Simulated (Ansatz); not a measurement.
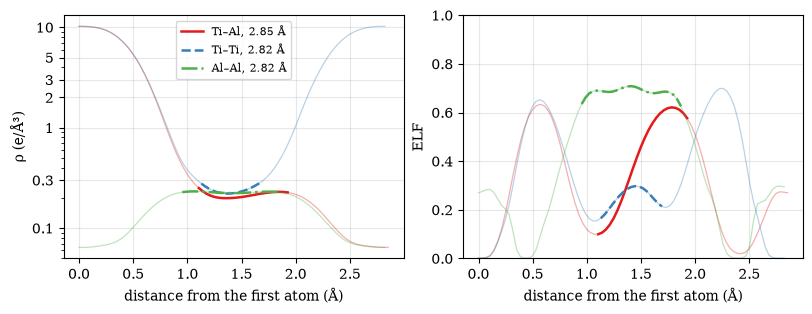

Ti$_{4}$Al$_{5}$ (slab). Valence electron density and ELF along straight lines between neighbouring atoms. Thin, pale parts lie inside the atomic spheres.

Not relaxed (largest force 0.4 eV/Å); computed without spin polarisation.

Method: DFT PBE, scalar-relativistic, plane waves, PAW (Ansatz 0.2.0).

The density is the valence pseudo-density of a PAW calculation; it isn't the true density close to the nuclei.

Q: What can be read from the curves?

A: Ti–Al (2.85 Å): the density is about 0.2 e/Å³ at the midpoint; the ELF is about 0.35 at the midpoint.
Ti–Ti (2.82 Å): ρ is about 0.22 e/Å³ halfway; the ELF is about 0.30 at the midpoint (no localised pair shows between them).
Al–Al (2.82 Å): the density is about 0.22 e/Å³ at the midpoint; the ELF peaks at about 0.70 between the atoms.
